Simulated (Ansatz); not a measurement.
AlO₂: geometry relaxation (part 2 of 3)

AlO₂ (Pnma, 12 atoms in the cell); DFT PBE, scalar-relativistic, plane waves, PAW, spin-polarised (Ansatz 0.2.0); cutoff 420 eV, 4×12×8 k-mesh, Gaussian smearing of 0.01 eV, collinear spins. The structure derives from an entry of the Crystallography Open Database. It belongs to a series of runs on one base structure; here: cell and atoms relaxed tightly for response.

Geometry of the input (Å; fractional positions):
```
9.3491  0.0000  0.0000
0.0000  2.9170  0.0000
0.0000  0.0000  4.8204
Al 0.1629  0.2500  0.9580
Al 0.8371  0.7500  0.0420
Al 0.3371  0.7500  0.4580
Al 0.6629  0.2500  0.5420
O  0.7710  0.2500  0.2300
O  0.2290  0.7500  0.7700
O  0.7290  0.7500  0.7300
O  0.2710  0.2500  0.2700
O  0.9686  0.2500  0.8454
O  0.0314  0.7500  0.1546
O  0.5314  0.7500  0.3454
O  0.4686  0.2500  0.6546
```

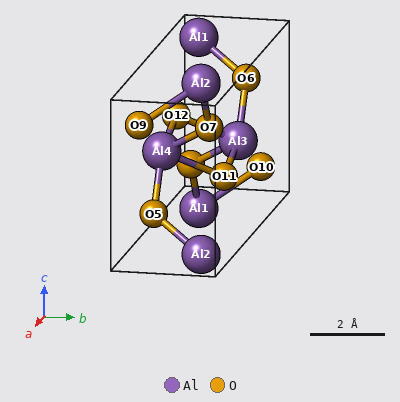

**Figure 1.** The geometry at step 7 of the log (ball-and-stick view of the cell of the calculation, seen slightly off an axis; atoms are numbered from 1 in the order of the input).

**What the program printed, continued**
```
SCF iter   1: F=—  HF=-6695.276630 eV  |F-HF|=—  |Δ(HF+E_count)|=         —  Δρ=3.24e-6 (↑3.24e-6 ↓1.52e-6)  dr2=1.20e-9  dr2_m=4.63e-9  M=4.000 μB ∫|m|=4.173 μB  β_m=0.30  ethr=1.35e-7  ⟨swp⟩=4.4  Hψ=72937  notcnv=0
eigensolver tolerance schedule: the retry pair's looser diagonalisation over-reported the residual by 67120.89 of it (diagonalisation noise at an unbounded share of the residual, at the tolerance the schedule requests for it); recorded, not acted on — ethr = c·dr2/N_el stays at c = 1.0e-1
spin=Collinear: Resta preconditioning applied to the charge; magnetization (m = ρ↑ − ρ↓) channel mixes plain (no charge-response kernel on spin).
SCF iter   2: F=—  HF=-6695.276630 eV  |F-HF|=—  |Δ(HF+E_count)|=   3.72e-7  Δρ=2.27e-6 (↑2.27e-6 ↓1.04e-6)  dr2=5.40e-10  dr2_m=2.27e-9  M=4.000 μB ∫|m|=4.173 μB  β_m=0.62  ethr=2.01e-12  ⟨swp⟩=3.4  Hψ=21570  notcnv=0
SCF iter   3: F=—  HF=-6695.276631 eV  |F-HF|=—  |Δ(HF+E_count)|=   4.07e-7  Δρ=3.16e-7 (↑3.16e-7 ↓3.10e-7)  dr2=2.02e-10  dr2_m=2.02e-11  M=4.000 μB ∫|m|=4.173 μB  β_m=0.56  ethr=1.00e-12  ⟨swp⟩=2.0  Hψ=15540  notcnv=0
SCF iter   4: F=—  HF=-6695.276631 eV  |F-HF|=—  |Δ(HF+E_count)|=   1.38e-7  Δρ=1.67e-7 (↑1.30e-7 ↓1.67e-7)  dr2=3.16e-11  dr2_m=3.03e-12  M=4.000 μB ∫|m|=4.173 μB  β_m=0.49  ethr=1.00e-12  ⟨swp⟩=2.3  Hψ=13861  notcnv=0
SCF iter   5: F=—  HF=-6695.276631 eV  |F-HF|=—  |Δ(HF+E_count)|=    0.00e0  Δρ=1.08e-7 (↑9.05e-8 ↓1.08e-7)  dr2=1.44e-11  dr2_m=1.44e-12  M=4.000 μB ∫|m|=4.173 μB  β_m=0.74  ethr=1.00e-12  ⟨swp⟩=1.0  Hψ=9240  notcnv=0
SCF iter   6: F=-6695.276631 eV  HF=-6695.276631 eV  |F-HF|=9.09e-13  |Δ(HF+E_count)|=  4.55e-12  Δρ=1.86e-8 (↑1.67e-8 ↓1.86e-8)  dr2=4.63e-13  dr2_m=2.08e-14  M=4.000 μB ∫|m|=4.173 μB  ethr=1.00e-12  ⟨swp⟩=4.1  Hψ=35777  notcnv=0
SCF 5 converged in 6 iterations: F = -6695.276631 eV  dr2 = 4.63e-13
relax step   5: F+E_penalty+E_count = -6695.27663081 eV  Δ(F+E_penalty+E_count) = -1.359e-5 eV  max|allowed force component| = 3.664e-4 eV/Å  Δτ_max = 0.0000 Å  P = +0.001 GPa  Ω = 131.466 Å³  stress off target by 4.98e-2 GPa  SCF on the basis re-selected at this cell (its energy is not comparable with the rows above)  (6 SCF iters)
basis re-selected at this cell: Δ(F+E_penalty+E_count) = -1.359e-5 eV, ΔP = +0.000 GPa vs the last step (what re-selecting the basis moved, of the pressure what is left beyond the Pulay correction that the steps carried, after the strain that the cell walked since its last selection, with what the two solves' SCF thresholds leave and, on support functions, any second-order correction that the steps lacked; it is no measure of the basis error at this ecutwfc). This SCF's stress stands 4.98e-2 GPa from its target on what of the cell is left free (relax.cell.stress_tol is 1.00e-2 GPa) and its largest allowed force component is 3.66e-4 eV/Å (relax.f_tol is 1.00e-3 eV/Å): not within both, so this SCF does not close the relaxation
Crystal: 12 atoms, lattice volume = 131.468 Å³
iter 1 solved again at ethr=7.09e-9 eV; its pass at ethr=3.10e-3 eV (dr2=4.25e-6 eV) is discarded
SCF iter   1: F=—  HF=-6695.276613 eV  |F-HF|=—  |Δ(HF+E_count)|=         —  Δρ=7.05e-5 (↑3.28e-5 ↓7.05e-5)  dr2=3.85e-6  dr2_m=2.38e-6  M=4.000 μB ∫|m|=4.173 μB  β_m=0.30  ethr=7.09e-9  ⟨swp⟩=3.1  Hψ=39288  notcnv=0
spin=Collinear: Resta preconditioning applied to the charge; magnetization (m = ρ↑ − ρ↓) channel mixes plain (no charge-response kernel on spin).
SCF iter   2: F=—  HF=-6695.276613 eV  |F-HF|=—  |Δ(HF+E_count)|=   5.54e-7  Δρ=4.83e-5 (↑2.51e-5 ↓4.83e-5)  dr2=1.51e-6  dr2_m=1.22e-6  M=4.000 μB ∫|m|=4.173 μB  β_m=0.58  ethr=6.41e-9  ⟨swp⟩=1.0  Hψ=9240  notcnv=0
SCF iter   3: F=—  HF=-6695.276614 eV  |F-HF|=—  |Δ(HF+E_count)|=   9.16e-7  Δρ=1.41e-5 (↑7.76e-6 ↓1.41e-5)  dr2=3.59e-7  dr2_m=7.51e-8  M=4.000 μB ∫|m|=4.173 μB  β_m=0.55  ethr=2.52e-9  ⟨swp⟩=2.6  Hψ=15615  notcnv=0
SCF iter   4: F=—  HF=-6695.276614 eV  |F-HF|=—  |Δ(HF+E_count)|=   3.30e-9  Δρ=2.16e-6 (↑1.79e-6 ↓2.16e-6)  dr2=1.01e-8  dr2_m=9.24e-10  M=4.000 μB ∫|m|=4.173 μB  β_m=0.78  ethr=5.98e-10  ⟨swp⟩=2.6  Hψ=14680  notcnv=0
SCF iter   5: F=-6695.276614 eV  HF=-6695.276614 eV  |F-HF|=9.09e-13  |Δ(HF+E_count)|=   2.82e-9  Δρ=3.85e-7 (↑3.65e-7 ↓3.85e-7)  dr2=3.89e-10  dr2_m=3.83e-11  M=4.000 μB ∫|m|=4.173 μB  ethr=1.03e-11  ⟨swp⟩=5.8  Hψ=31362  notcnv=0
SCF 6 converged in 5 iterations: F = -6695.276614 eV  dr2 = 3.89e-10
relax step   6: F+E_penalty+E_count = -6695.27661426 eV  Δ(F+E_penalty+E_count) = +1.655e-5 eV  max|allowed force component| = 1.453e-3 eV/Å  Δτ_max = 0.0003 Å  P = +0.000 GPa  Ω = 131.468 Å³  energy of the carried Pulay correction = -2.560e-5 eV  (5 SCF iters, dr2 threshold 6.20e-9 eV, accepted)
Crystal: 12 atoms, lattice volume = 131.459 Å³
iter 1 solved again at ethr=1.95e-9 eV; its pass at ethr=3.10e-3 eV (dr2=1.17e-6 eV) is discarded
SCF iter   1: F=—  HF=-6695.276651 eV  |F-HF|=—  |Δ(HF+E_count)|=         —  Δρ=4.73e-5 (↑2.47e-5 ↓4.73e-5)  dr2=1.22e-6  dr2_m=1.04e-6  M=4.000 μB ∫|m|=4.173 μB  β_m=0.30  ethr=1.95e-9  ⟨swp⟩=2.2  Hψ=34557  notcnv=0
preconditioner: auto → Resta (q_TF=auto, 2.394 Å⁻¹)  ε∞=3.4  [insulator: Δε(μ)=0.138 eV  Ē_g=16.074 eV  σ=0.010 eV  W_gap=1.00  n_scr=22 (ndim 8)  ℏωp=25.1 eV  f_vac=0.086  D(μ)=0.00/eV (n_scr^D=0)  ε∞_Penn≈3.4]
spin=Collinear: Resta preconditioning applied to the charge; magnetization (m = ρ↑ − ρ↓) channel mixes plain (no charge-response kernel on spin).
SCF iter   2: F=—  HF=-6695.276652 eV  |F-HF|=—  |Δ(HF+E_count)|=   4.46e-7  Δρ=3.42e-5 (↑1.81e-5 ↓3.42e-5)  dr2=6.41e-7  dr2_m=5.60e-7  M=4.000 μB ∫|m|=4.173 μB  β_m=0.65  ethr=1.95e-9  ⟨swp⟩=1.0  Hψ=9240  notcnv=0
SCF iter   3: F=—  HF=-6695.276652 eV  |F-HF|=—  |Δ(HF+E_count)|=   5.56e-7  Δρ=2.70e-6 (↑1.80e-6 ↓2.70e-6)  dr2=6.07e-9  dr2_m=3.52e-9  M=4.000 μB ∫|m|=4.173 μB  β_m=0.74  ethr=1.07e-9  ⟨swp⟩=2.0  Hψ=15480  notcnv=0
SCF iter   4: F=—  HF=-6695.276652 eV  |F-HF|=—  |Δ(HF+E_count)|=   2.79e-9  Δρ=8.29e-7 (↑8.29e-7 ↓7.13e-7)  dr2=1.39e-9  dr2_m=2.08e-10  M=4.000 μB ∫|m|=4.173 μB  β_m=0.72  ethr=1.01e-11  ⟨swp⟩=2.0  Hψ=14877  notcnv=0
SCF iter   5: F=—  HF=-6695.276652 eV  |F-HF|=—  |Δ(HF+E_count)|=  1.01e-10  Δρ=4.47e-7 (↑1.39e-7 ↓4.47e-7)  dr2=3.01e-10  dr2_m=5.75e-11  M=4.000 μB ∫|m|=4.173 μB  β_m=0.71  ethr=2.32e-12  ⟨swp⟩=2.0  Hψ=14612  notcnv=0
SCF iter   6: F=-6695.276652 eV  HF=-6695.276652 eV  |F-HF|=1.36e-11  |Δ(HF+E_count)|=  2.00e-11  Δρ=1.38e-7 (↑1.38e-7 ↓9.17e-8)  dr2=4.48e-11  dr2_m=3.44e-12  M=4.000 μB ∫|m|=4.173 μB  ethr=1.00e-12  ⟨swp⟩=4.3  Hψ=27264  notcnv=0
SCF 7 converged in 6 iterations: F = -6695.276652 eV  dr2 = 4.48e-11
relax step   7: F+E_penalty+E_count = -6695.27665212 eV  Δ(F+E_penalty+E_count) = -3.786e-5 eV  max|allowed force component| = 1.502e-3 eV/Å  Δτ_max = 0.0003 Å  P = -0.002 GPa  Ω = 131.459 Å³  energy of the carried Pulay correction = +1.221e-5 eV  (6 SCF iters, dr2 threshold 1.32e-10 eV, accepted)
iter 1 solved again at ethr=1.28e-9 eV; its pass at ethr=3.10e-3 eV (dr2=7.65e-7 eV) is discarded
SCF iter   1: F=—  HF=-6695.276634 eV  |F-HF|=—  |Δ(HF+E_count)|=         —  Δρ=2.76e-5 (↑1.71e-5 ↓2.76e-5)  dr2=8.08e-7  dr2_m=3.42e-7  M=4.000 μB ∫|m|=4.173 μB  β_m=0.30  ethr=1.28e-9  ⟨swp⟩=2.7  Hψ=32159  notcnv=0
preconditioner: auto → Resta (q_TF=auto, 2.394 Å⁻¹)  ε∞=3.4  [insulator: Δε(μ)=0.139 eV  Ē_g=16.074 eV  σ=0.010 eV  W_gap=1.00  n_scr=22 (ndim 8)  ℏωp=25.1 eV  f_vac=0.086  D(μ)=0.00/eV (n_scr^D=0)  ε∞_Penn≈3.4]
spin=Collinear: Resta preconditioning applied to the charge; magnetization (m = ρ↑ − ρ↓) channel mixes plain (no charge-response kernel on spin).
SCF iter   2: F=—  HF=-6695.276634 eV  |F-HF|=—  |Δ(HF+E_count)|=   4.64e-8  Δρ=1.90e-5 (↑1.25e-5 ↓1.90e-5)  dr2=3.71e-7  dr2_m=1.76e-7  M=4.000 μB ∫|m|=4.173 μB  β_m=0.62  ethr=1.28e-9  ⟨swp⟩=1.0  Hψ=9240  notcnv=0
SCF iter   3: F=—  HF=-6695.276634 eV  |F-HF|=—  |Δ(HF+E_count)|=   1.10e-7  Δρ=5.58e-6 (↑2.41e-6 ↓5.58e-6)  dr2=5.49e-8  dr2_m=7.47e-9  M=4.000 μB ∫|m|=4.173 μB  β_m=0.56  ethr=6.18e-10  ⟨swp⟩=2.3  Hψ=14716  notcnv=0
SCF iter   4: F=—  HF=-6695.276634 eV  |F-HF|=—  |Δ(HF+E_count)|=   5.07e-9  Δρ=1.22e-6 (↑1.10e-6 ↓1.22e-6)  dr2=2.13e-9  dr2_m=4.92e-10  M=4.000 μB ∫|m|=4.173 μB  β_m=0.73  ethr=9.15e-11  ⟨swp⟩=2.6  Hψ=14272  notcnv=0
SCF iter   5: F=—  HF=-6695.276634 eV  |F-HF|=—  |Δ(HF+E_count)|=   1.08e-9  Δρ=2.96e-7 (↑1.99e-7 ↓2.96e-7)  dr2=1.81e-10  dr2_m=2.30e-11  M=4.000 μB ∫|m|=4.173 μB  β_m=0.72  ethr=3.56e-12  ⟨swp⟩=2.1  Hψ=13986  notcnv=0
SCF iter   6: F=-6695.276634 eV  HF=-6695.276634 eV  |F-HF|=1.82e-11  |Δ(HF+E_count)|=  7.28e-11  Δρ=8.11e-8 (↑7.41e-8 ↓8.11e-8)  dr2=1.38e-11  dr2_m=2.23e-12  M=4.000 μB ∫|m|=4.173 μB  ethr=1.00e-12  ⟨swp⟩=4.1  Hψ=26642  notcnv=0
SCF 8 converged in 6 iterations: F = -6695.276634 eV  dr2 = 1.38e-11
relax step   8: F+E_penalty+E_count = -6695.27663387 eV  Δ(F+E_penalty+E_count) = +1.825e-5 eV  max|allowed force component| = 3.940e-4 eV/Å  Δτ_max = 0.0002 Å  P = +0.001 GPa  Ω = 131.463 Å³  energy of the carried Pulay correction = -6.979e-6 eV  (6 SCF iters, dr2 threshold 1.41e-10 eV, accepted)
iter 1 solved again at ethr=1.35e-7 eV; its pass at ethr=3.10e-3 eV (dr2=8.13e-5 eV) is discarded
SCF iter   1: F=—  HF=-6695.276650 eV  |F-HF|=—  |Δ(HF+E_count)|=         —  Δρ=6.05e-6 (↑6.05e-6 ↓4.69e-6)  dr2=3.79e-9  dr2_m=1.25e-9  M=4.000 μB ∫|m|=4.173 μB  β_m=0.30  ethr=1.35e-7  ⟨swp⟩=4.4  Hψ=72851  notcnv=0
eigensolver tolerance schedule: the retry pair's looser diagonalisation over-reported the residual by 21434.85 of it (diagonalisation noise at 14.75 of the residual, at the tolerance the schedule requests for it); recorded, not acted on — ethr = c·dr2/N_el stays at c = 1.0e-1
spin=Collinear: Resta preconditioning applied to the charge; magnetization (m = ρ↑ − ρ↓) channel mixes plain (no charge-response kernel on spin).
SCF iter   2: F=—  HF=-6695.276653 eV  |F-HF|=—  |Δ(HF+E_count)|=   2.30e-6  Δρ=4.25e-6 (↑4.25e-6 ↓3.30e-6)  dr2=1.84e-9  dr2_m=6.06e-10  M=4.000 μB ∫|m|=4.173 μB  β_m=0.62  ethr=6.32e-12  ⟨swp⟩=3.0  Hψ=21235  notcnv=0
SCF iter   3: F=—  HF=-6695.276655 eV  |F-HF|=—  |Δ(HF+E_count)|=   2.14e-6  Δρ=4.44e-7 (↑4.44e-7 ↓3.85e-7)  dr2=1.76e-10  dr2_m=6.26e-12  M=4.000 μB ∫|m|=4.173 μB  β_m=0.56  ethr=3.06e-12  ⟨swp⟩=2.0  Hψ=14079  notcnv=0
SCF iter   4: F=—  HF=-6695.276654 eV  |F-HF|=—  |Δ(HF+E_count)|=   7.20e-7  Δρ=1.62e-7 (↑1.32e-7 ↓1.62e-7)  dr2=3.31e-11  dr2_m=2.69e-12  M=4.000 μB ∫|m|=4.173 μB  β_m=0.48  ethr=1.00e-12  ⟨swp⟩=2.0  Hψ=13880  notcnv=0
SCF iter   5: F=—  HF=-6695.276654 eV  |F-HF|=—  |Δ(HF+E_count)|=  4.09e-11  Δρ=1.04e-7 (↑9.76e-8 ↓1.04e-7)  dr2=1.54e-11  dr2_m=9.45e-13  M=4.000 μB ∫|m|=4.173 μB  β_m=0.74  ethr=1.00e-12  ⟨swp⟩=1.0  Hψ=9240  notcnv=0
SCF iter   6: F=-6695.276654 eV  HF=-6695.276654 eV  |F-HF|=9.09e-13  |Δ(HF+E_count)|=  9.09e-13  Δρ=1.00e-8 (↑7.64e-9 ↓1.00e-8)  dr2=1.50e-13  dr2_m=1.38e-14  M=4.000 μB ∫|m|=4.173 μB  ethr=1.00e-12  ⟨swp⟩=4.1  Hψ=34541  notcnv=0
SCF 9 converged in 6 iterations: F = -6695.276654 eV  dr2 = 1.50e-13
relax step   9: F+E_penalty+E_count = -6695.27665395 eV  Δ(F+E_penalty+E_count) = -2.007e-5 eV  max|allowed force component| = 3.979e-4 eV/Å  Δτ_max = 0.0000 Å  P = +0.001 GPa  Ω = 131.463 Å³  stress off target by 3.45e-3 GPa  SCF on the basis re-selected at this cell (its energy is not comparable with the rows above)  (6 SCF iters)
```

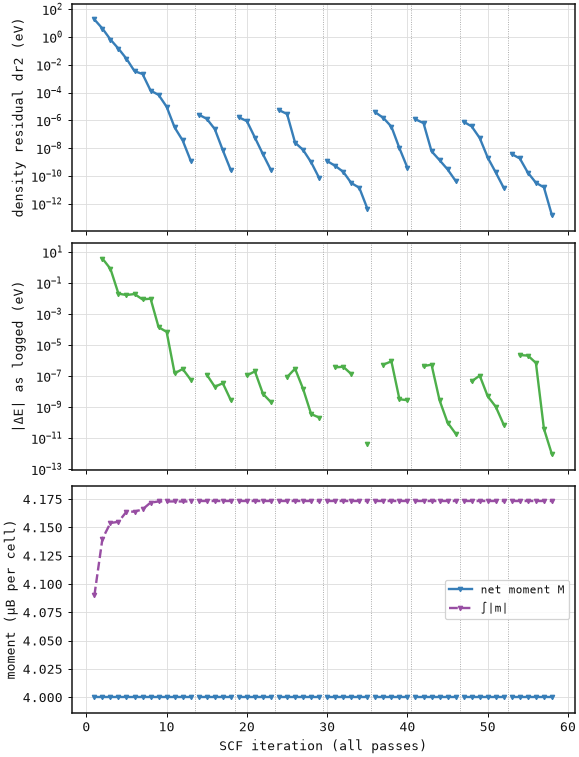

**Figure 2.** Convergence of the self-consistent field: density residual dr2, size of the energy change and magnetic moment against the SCF iteration. The dotted lines part the SCF passes of the relaxation: geometry steps, rejected trials and re-solves on a re-selected basis. The 9 passes take 5 to 13 iterations each, 58 in all. The net moment stays at 4.0 μB per cell.

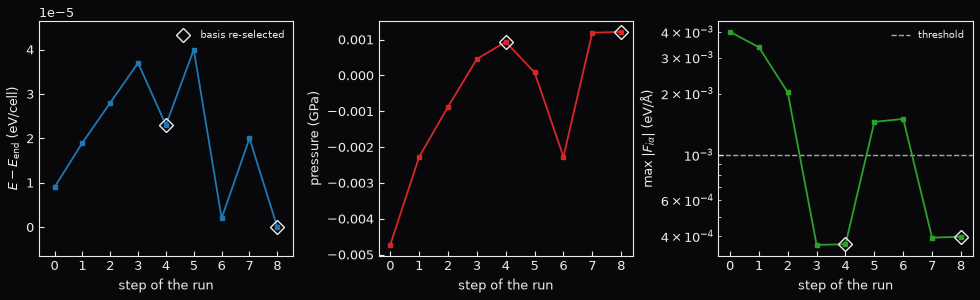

**Figure 3.** Progress of the relaxation, step by step (the first geometry is step 0 here and step 1 in the log). Over 6 geometry steps the energy rises by next to nothing (0.0 meV per cell of the calculation). Largest force component: 0.004 eV/Å at the start, 0.0004 eV/Å at the end. Pressure: 0.00 GPa at the start and 0.00 GPa at the end. The basis was re-selected once at an unchanged geometry, which shifts the energy a little without any move. The atoms keep their places (all moves are under 0.005 Å). The lattice vectors keep their values. The space group stays Pnma (No. 62). The energy change given includes the shifts at the re-selections in mid-walk, which come without any move. A last SCF at the same geometry on a re-selected plane-wave basis shifts the energy by next to nothing (0.0 meV per cell of the calculation).

```
basis re-selected at this cell: Δ(F+E_penalty+E_count) = -2.007e-5 eV, ΔP = +0.000 GPa vs the last step (what re-selecting the basis moved, of the pressure what is left beyond the Pulay correction that the steps carried, after the strain that the cell walked since its last selection, with what the two solves' SCF thresholds leave and, on support functions, any second-order correction that the steps lacked; it is no measure of the basis error at this ecutwfc). This SCF's stress stands 3.45e-3 GPa from its target on what of the cell is left free (relax.cell.stress_tol is 1.00e-2 GPa) and its largest allowed force component is 3.98e-4 eV/Å (relax.f_tol is 1.00e-3 eV/Å): within both
SCF converged after 6 iterations
Magnetization: 4.0000 μB (32.0000 up, 28.0000 down)
Absolute magnetization: 4.1738 μB (∫|ρ↑−ρ↓|, with the PAW one-centre terms)
Spin contamination: 0.0157 ħ² per cell (⟨S²⟩ above its minimum at these occupations)
Per-site moments (μB) at R_I (Å): [(-0.003946625621894416, 0.7473055096809993), (-0.00394662562189419, 0.7473055096809993), (-0.00394662562189424, 0.7473055096809987), (-0.003946625621894316, 0.7473055096809991), (0.057841602283160695, 0.7473055096809991), (0.0578416022831605, 0.7473055096809987), (0.05784160228316067, 0.7473055096809993), (0.05784160228316055, 0.7473055096809993), (0.8273030350728603, 0.782219182179906), (0.82730303507286, 0.7822191821799059), (0.8273030350728601, 0.7822191821799062), (0.8273030350728601, 0.7822191821799063)]
Free energy (F): -6695.276654 eV
Harris-Foulkes:  -6695.276654 eV  (|F-HF|=9.09e-13)
Internal energy: -6695.276654 eV  (E = F + TS)
E sigma→0 (E₀):  -6695.276654 eV
Fermi energy:    4.405301 eV
--- Per-component energies (eV) ---
  E_band       = -152.417186
  E_kinetic    = 1506.674781
  E_local      = -3296.672892  (includes V_loc(G=0)·N_el)
  E_nonlocal   = 423.951064
  E_hartree    = 1193.412007
  E_xc         = -751.473388
  E_vxc        = -871.934156  (∫ρ·V_xc dr)
  E_paw        = -3134.732949  (= ΣΔE_a)
  E_vpaw       = -301.279503  (= ΣTr[D̂ρ^β])
  E_aug_tail   = 0.019498  (compensation charges beyond the density's cutoff)
  E_ewald      = -2636.454776
  E_smearing   = -0.000000  (= −TS)
  E_closure    = -0.000000  (closes the sum)
  Σ components = -6695.276654   (vs F -6695.276654, Δ=0.00e0)
```
